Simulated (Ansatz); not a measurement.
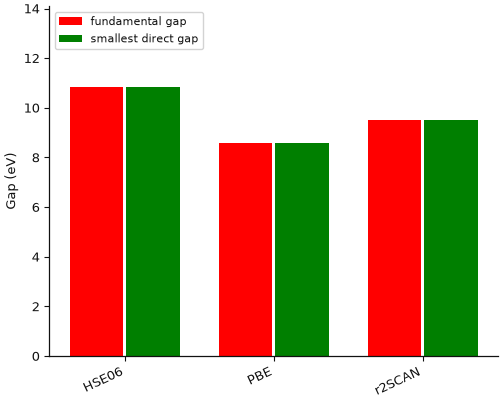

Gaps of LiF, space group Fm-3m, 2 atoms in the cell, rocksalt type, hydrostatic strain +3.0%, at several levels of theory on one cell (Ansatz, plane waves and PAW; edges over the mesh and the special points).

How does the gap depend on the level, and does its kind change?

In rising order: PBE 8.57 eV, r2SCAN 9.52 eV and HSE06 10.84 eV. It is direct at every level.
